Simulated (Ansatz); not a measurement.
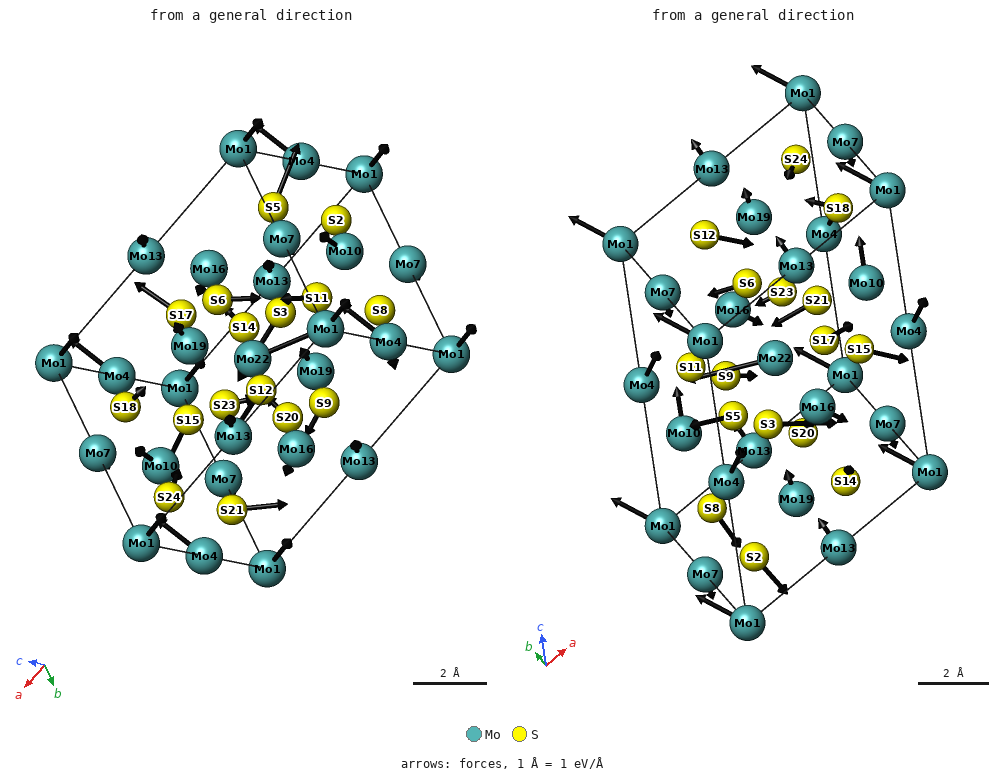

A spheres-only picture of a crystal structure, seen from two general directions. The simulation cell is outlined; an atom on or near a face, edge or corner is repeated at each equivalent position. The arrows are the computed forces on the atoms.

System: MoS2. The calculation used DFT, PBEsol, plane waves, PAW in Ansatz, with a kinetic-energy cutoff of 420 eV, 2×2×2 k-points, Fermi-Dirac smearing of 0.069 eV, no spin polarisation.

Judging by the arrows, is the geometry relaxed?

Answer. No. The atoms still feel forces of up to about 2.2 eV/Å, far above a usual threshold of 0.01 to 0.03 eV/Å.

The structure was taken from a structure type filled with these elements by a generator (whether the compound takes this form wasn't checked). Earlier steps of the study may have refined or changed the cell and positions. It was the input of a calculation with Ansatz.
